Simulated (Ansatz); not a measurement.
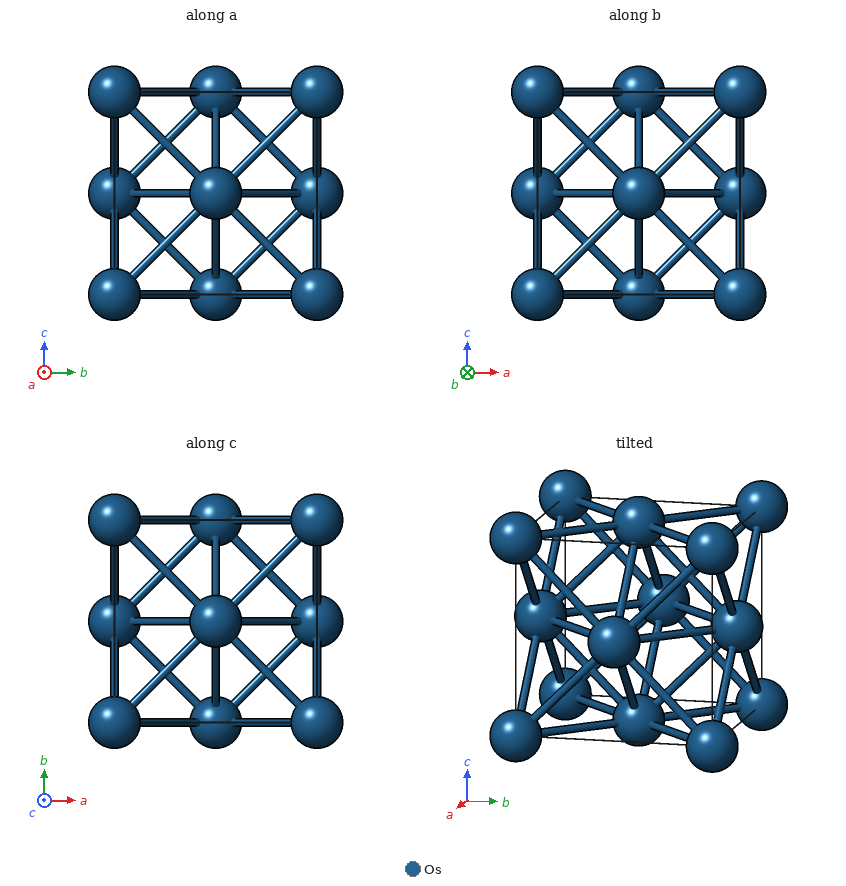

Ball-and-stick representation of a periodic structure, projected along the a axis, along the b axis, along the c axis and slightly off an axis. One conventional unit cell is framed, with atoms on its boundary repeated.

Lattice parameters: a = 3.8558 Å, b = 3.8558 Å, c = 3.8558 Å, α = 90.000°, β = 90.000°, γ = 90.000°.

Question: Give the structure in the form of a CIF in P1 with every atom of the cell.

Answer:
```cif
data_structure
_symmetry_space_group_name_H-M 'P 1'
_symmetry_Int_Tables_number 1
_cell_length_a 3.8558
_cell_length_b 3.8558
_cell_length_c 3.8558
_cell_angle_alpha 90.000
_cell_angle_beta 90.000
_cell_angle_gamma 90.000
_cell_volume 57.33
loop_
_atom_site_label
_atom_site_type_symbol
_atom_site_fract_x
_atom_site_fract_y
_atom_site_fract_z
_atom_site_occupancy
Os1 Os 0.0000 0.0000 0.0000 1
Os2 Os 0.0000 0.5000 0.5000 1
Os3 Os 0.5000 0.0000 0.5000 1
Os4 Os 0.5000 0.5000 0.0000 1
```

The initial geometry was a structure type filled with this element by a generator (whether the element takes this form wasn't checked). Earlier steps of the study may have refined or changed the cell and positions. It was run through Ansatz as a DFT input.
